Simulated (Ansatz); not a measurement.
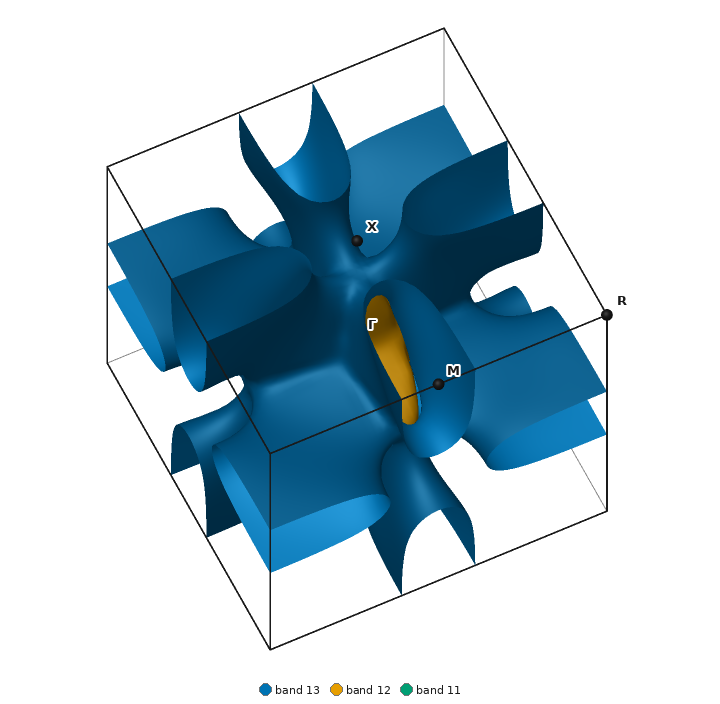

Constant-energy surfaces of CsI (Pm-3m), 0.20 eV below the valence-band maximum (one colour a band).

All numbers here come from DFT PBEsol, scalar-relativistic, plane waves, PAW; levels and slopes on a dense k mesh at the converged density in Ansatz 0.2.0. No spin polarisation. Mesh 26×26×26, interpolated with the band slopes. The geometry was not relaxed.

Masses come from a second pass at points close to the extrema; at the energies drawn a band may no longer be parabolic.

Describe the band extrema that these surfaces surround.

Answer. Band 13 forms the valence edge; band 12 begins 0.09 eV lower (at Γ) and band 11 begins 0.09 eV lower (at Γ). Within this energy: three equivalent maxima at M, principal masses 0.39, 2.75 and 2.75 mₑ; one maximum at Γ, 0.09 eV below the edge, three bands meeting there, with masses of 0.33 and 4.96 mₑ among them, each the same along x, y and z.

And the gap?

Answer. The gap is indirect, 3.72 eV at this level of theory (semilocal functionals give gaps that are too small, and can reorder valleys that lie close).

Where one band's surface lies inside another's, the outer one hides all or part of it.

Spin-orbit coupling, left out here, can change the gap, its kind, the place of the band edges and the masses, since the compound holds Cs and I.
